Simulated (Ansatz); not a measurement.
## TiC: 8 runs along one coordinate

System: TiC (Immm, 2 atoms in the cell).
Method: DFT PBE, scalar-relativistic, plane waves, PAW, no spin polarisation (Ansatz 0.2.0).

The 8 runs differ only in the geometry, by a strain of the cell at fixed fractional positions. Against run 5, the strain is εxx = −0.03 η, εxy = η and εyy = −0.03 η. The structure derives from an entry of the Crystallography Open Database.

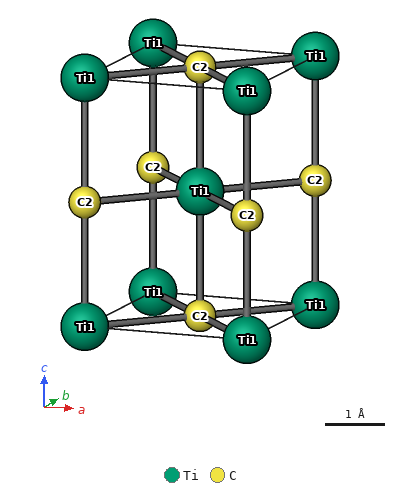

Figure 1. The structure of run 5 (ball-and-stick view of the cell 2 times as large as that of the calculation, set on its symmetry axes, seen slightly off an axis; atoms are numbered from 1 in the order of the input).

## Input of run 5
```yaml
crystal:
  lattice:
    - [0.0608084, 2.164, 2.164]
    - [2.164, 0.0608084, 2.164]
    - [2.2248084, 2.2248084, 0.0]
  atoms:
    - { symbol: Ti, position: [0.0, 0.0, 0.0] }
    - { symbol: C, position: [0.5, 0.5, 0.5] }
basis:
  ecutwfc: 420
kpoints:
  mp_grid: { grid: [18, 18, 18] }
hamiltonian:
  xc: pbe
scf:
  occupations: { method: gaussian, width: 0.15 }
output:
  forces: true
  stress: true
  eigenvalues: true
```

Command:
```bash
ansatz run input.yaml --threads 1 --pin off --max-ram 2560MiB --backend cpu --events-out ev --progress --plain --runs-dir out
```

Lattice vectors (Å) and fractional positions of run 5:
```
   0.060808    2.164000    2.164000
   2.164000    0.060808    2.164000
   2.224808    2.224808    0.000000
Ti  0.000000  0.000000  0.000000
C   0.500000  0.500000  0.500000
```

Run 4 differs from it as follows:
```diff
-    - [0.0608084, 2.164, 2.164]
-    - [2.164, 0.0608084, 2.164]
-    - [2.2248084, 2.2248084, 0.0]
+    - [0.040575, 2.164, 2.164]
+    - [2.164, 0.040575, 2.164]
+    - [2.204575, 2.204575, 0.0]
```

## Results, with one run withheld

| run | strain parameter η (%) | free energy per atom, from the lowest run given (meV) | pressure (GPa) |
| --- | --- | --- | --- |
| 1 | −10.3181 | 118.94 | 2.59 |
| 2 | −6.5652 | 28.39 | 1.28 |
| 3 | −1.8765 | 0.00 | 0.90 |
| 4 | −0.9357 | ? | ? |
| 5 | 0.0000 | 15.08 | 1.10 |
| 6 | 1.8765 | 45.41 | 1.52 |
| 7 | 2.8172 | 66.27 | 1.82 |
| 8 | 3.7530 | 90.72 | 2.17 |

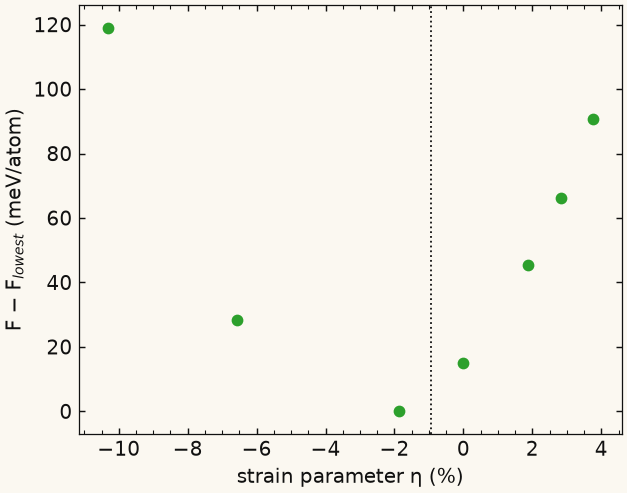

Figure 2. Free energy per atom of the runs given; the dotted line marks run 4.

What should run 4 give?

A cubic polynomial in the coordinate, fitted to the 7 runs given, misses them by at most 0.05 meV per atom. With x = η + 1.4733, it reads F = 1.9861 + 5.7478 x + 2.1484 x² + 0.00039916 x³ (meV per atom). At run 4 it gives 5.70 meV per atom, and the run itself gives 5.65. The fit has its minimum at η = −2.8115 %.

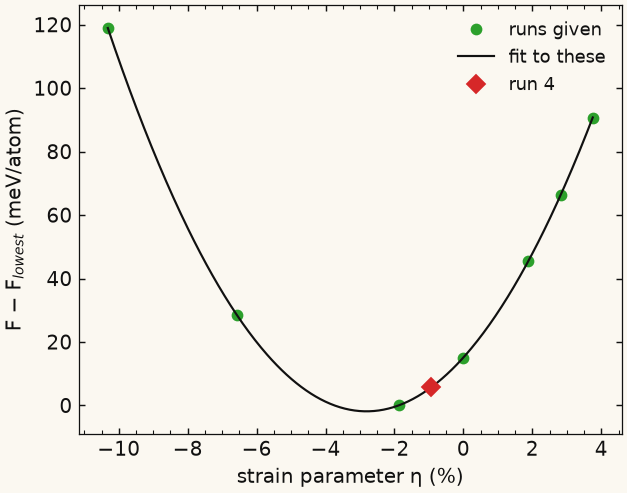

Figure 3. The fit and the withheld run.

## Output, shortened to warnings, some set-up lines, iterations and results (run 4)
```
Basis set: ecut = 420 eV, 403 PW (Γ), exchange–correlation on 48×48×48 points (8 copies of the dense FFT grid, shifted against one another)
Symmetry: 8 space group operations
k-points: 865 of 5832
Initial density: superposition of atomic densities (neutral atoms: chi_scale 0, normalization atom), corrected by the library's trained network
[...]
SCF iter   1: F=—  HF=-2752.259030 eV  |F-HF|=—  |Δ(HF+E_count)|=         —  Δρ=3.80e-3  dr2=2.10e-3  ethr=1.77e-3  ⟨swp⟩=4.2  Hψ=51295  notcnv=0
SCF iter   2: F=—  HF=-2752.258551 eV  |F-HF|=—  |Δ(HF+E_count)|=   4.79e-4  Δρ=2.39e-3  dr2=9.63e-4  ethr=1.31e-5  ⟨swp⟩=1.0  Hψ=17300  notcnv=0
SCF iter   3: F=—  HF=-2752.258433 eV  |F-HF|=—  |Δ(HF+E_count)|=   1.18e-4  Δρ=1.78e-4  dr2=2.27e-6  ethr=6.02e-6  ⟨swp⟩=2.1  Hψ=11953  notcnv=0
SCF iter   4: F=—  HF=-2752.258435 eV  |F-HF|=—  |Δ(HF+E_count)|=   1.99e-6  Δρ=3.78e-5  dr2=1.51e-7  ethr=1.42e-8  ⟨swp⟩=2.1  Hψ=16656  notcnv=0
SCF iter   5: F=-2752.258435 eV  HF=-2752.258435 eV  |F-HF|=2.91e-11  |Δ(HF+E_count)|=   4.41e-8  Δρ=6.53e-6  dr2=6.21e-9  ethr=9.47e-10  ⟨swp⟩=2.0  Hψ=16882  notcnv=0
SCF iter   6: F=-2752.258435 eV  HF=-2752.258435 eV  |F-HF|=5.09e-11  |Δ(HF+E_count)|=   1.16e-9  Δρ=7.74e-7  dr2=8.14e-11  ethr=3.88e-11  ⟨swp⟩=1.9  Hψ=32313  notcnv=0
SCF 1 converged in 6 iterations: F = -2752.258435 eV  dr2 = 8.14e-11
SCF converged after 6 iterations
Free energy (F): -2752.258435 eV
Harris-Foulkes:  -2752.258435 eV  (|F-HF|=5.09e-11)
Internal energy: -2752.255295 eV  (E = F + TS)
E sigma→0 (E₀):  -2752.256865 eV
Entropy (-TS):   -0.003140 eV (-1.570 meV/atom)
Fermi energy:    14.760291 eV
--- Per-component energies (eV) ---
  E_band       = -110.117670
  E_kinetic    = 362.495048
  E_local      = -773.766298  (includes V_loc(G=0)·N_el)
  E_nonlocal   = 31.986579
  E_hartree    = 314.294408
  E_xc         = -147.465690
  E_vxc        = -184.162661  (∫ρ·V_xc dr)
  E_paw        = -1145.262702  (= ΣΔE_a)
  E_vpaw       = -175.259220  (= ΣTr[D̂ρ^β])
  E_aug_tail   = 0.000153  (compensation charges beyond the density's cutoff)
  E_ewald      = -1394.536791
  E_smearing   = -0.003140  (= −TS)
  E_closure    = -0.000000  (closes the sum)
  Σ components = -2752.258435   (vs F -2752.258435, Δ=0.00e0)
--- Forces (eV/Å), atoms counted from 1 ---
  atom   1  Ti     0.00000000     0.00000000     0.00000000
  atom   2  C      0.00000000     0.00000000    -0.00000000
  max |Σ_I F_I| component: 0.00e0 eV/Å
--- Stress (GPa, compression-positive) ---
        0.988350      -6.345369      -0.000000
       -6.345369       0.988350      -0.000000
       -0.000000      -0.000000       0.937446
  P = ⅓ Tr σ = 0.9714 GPa (9.714 kbar)
```
